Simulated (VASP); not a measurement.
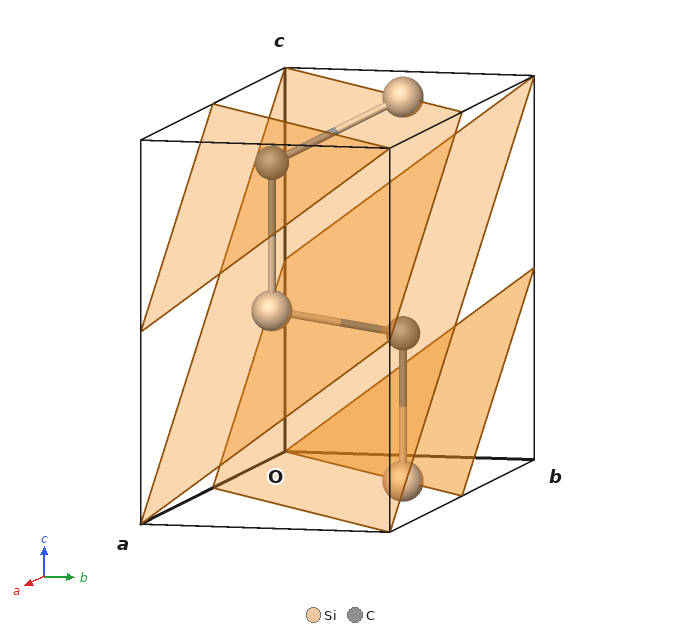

Crystal: SiC, an entry of the Crystallography Open Database, as set up for an electronic-structure calculation. Every member of one family of equally spaced planes, hx + ky + lz = a whole number, that cuts the unit cell is shaded (one member passes through the origin O). Symmetry computed with spglib at a tolerance of 0.002 Å; standard conventional cell.

a = 3.076 Å, b = 3.076 Å, c = 5.048 Å, α = 90.00°, β = 90.00°, γ = 120.00°.

### Which (hkl) family is drawn?

(2 −1 2), in four indices (2 −1 −1 2); the opposite sign names the same planes. The member next to the origin meets the axes a at 1/2, b at −1, c at 1/2.

### What is the spacing?

d = 1.313 Å.

### Which atoms of the cell lie in these planes (within 0.03 Å)?

all 2 Si.

### The space group is No. 186, P6₃mc. How many reflections hkl are equivalent to this one (itself included), and does it occur?

12 reflections are equivalent in the Laue class 6/mmm. The space group allows the reflection.
